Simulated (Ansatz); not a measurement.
Consider this structure.

```
CELL_PARAMETERS angstrom
-4.26383 0.00000 0.00000
-2.13191 -3.69258 0.00000
0.00000 0.00000 24.06574
ATOMIC_POSITIONS crystal
Ge 0.00000 0.00000 0.74929
Ge 0.00000 0.00000 0.25071
Sb 0.33333 0.33333 0.58427
Sb 0.66667 0.66667 0.41573
Te 0.00000 0.00000 0.50000
Te 0.33333 0.33333 0.34316
Te 0.66667 0.66667 0.65684
Te 0.33333 0.33333 0.80808
Te 0.66667 0.66667 0.19192
```

Q: Work out the structure from the coordinates.

A: Chemical formula Ge2Sb2Te5. Counting shared atoms by their share gives 2 Ge, 2 Sb, 5 Te, or 9 atoms. Counting contacts within bonding distance, the coordination numbers are Ge 6, Sb 6 and Te 3 to 6 (mean 4.8).

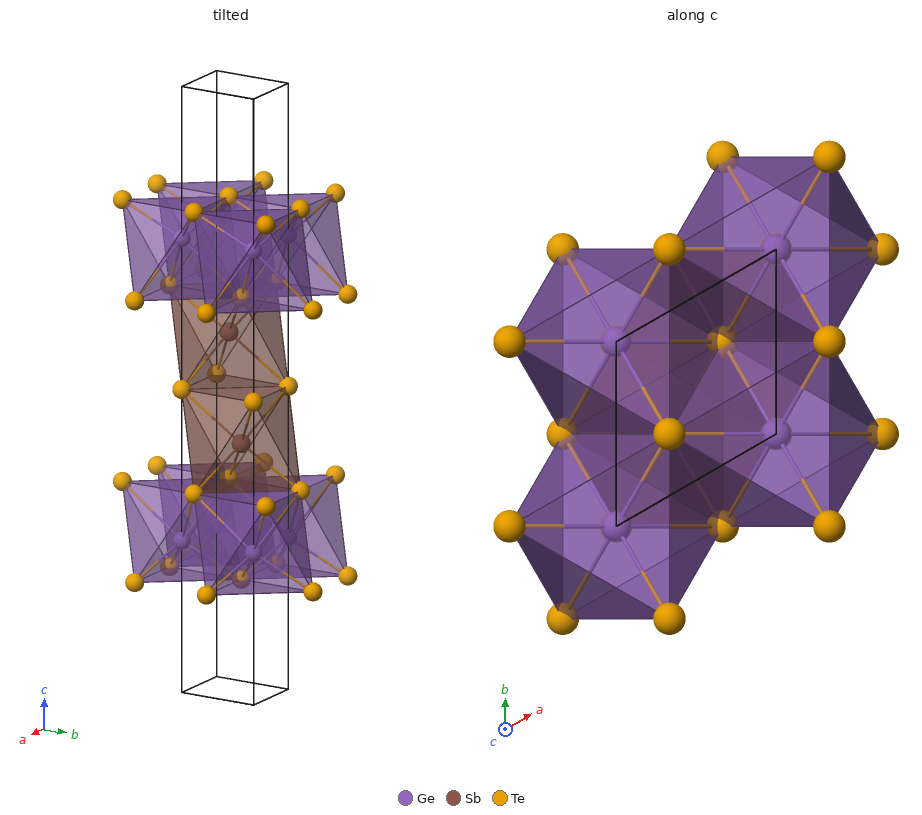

Polyhedral drawing of the structure, looking slightly off an axis and along the c axis. The wireframe shows the simulation cell. Some atoms of the next cells are drawn as well. Colours: germanium purple, antimony brown, tellurium orange.

Its origin is a structure listed in the Materials Project. The cell was then strained or its atoms displaced on purpose. It was run through Ansatz as a DFT input.
